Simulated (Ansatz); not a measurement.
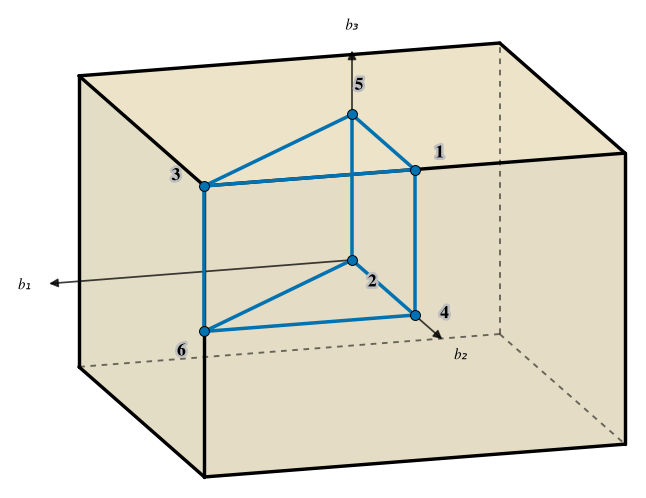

The first Brillouin zone of a primitive tetragonal lattice (tP; extended symbol tP1) is drawn with its special points numbered. Crystal: HfO₂, the end point of a relaxation at a target pressure of 2 GPa with DFT PBE, scalar-relativistic, plane waves, PAW (Ansatz 0.2.0). Geometry calculated from the standardised cell; symmetry tolerance 0.002 Å.

a = 3.595 Å, b = 3.595 Å, c = 5.233 Å, α = 90.00°, β = 90.00°, γ = 90.00°.

Labels and path follow the convention of Hinuma et al. (2017), as computed by seekpath; the arrows show the directions of the reciprocal primitive vectors b₁, b₂, b₃, in which coordinates are given.

**Give the label and coordinates of each numbered point.**

```csv
no.,label,coordinates
1,R,"(0, 1/2, 1/2)"
2,Γ,"(0, 0, 0)"
3,A,"(1/2, 1/2, 1/2)"
4,X,"(0, 1/2, 0)"
5,Z,"(0, 0, 1/2)"
6,M,"(1/2, 1/2, 0)"
```
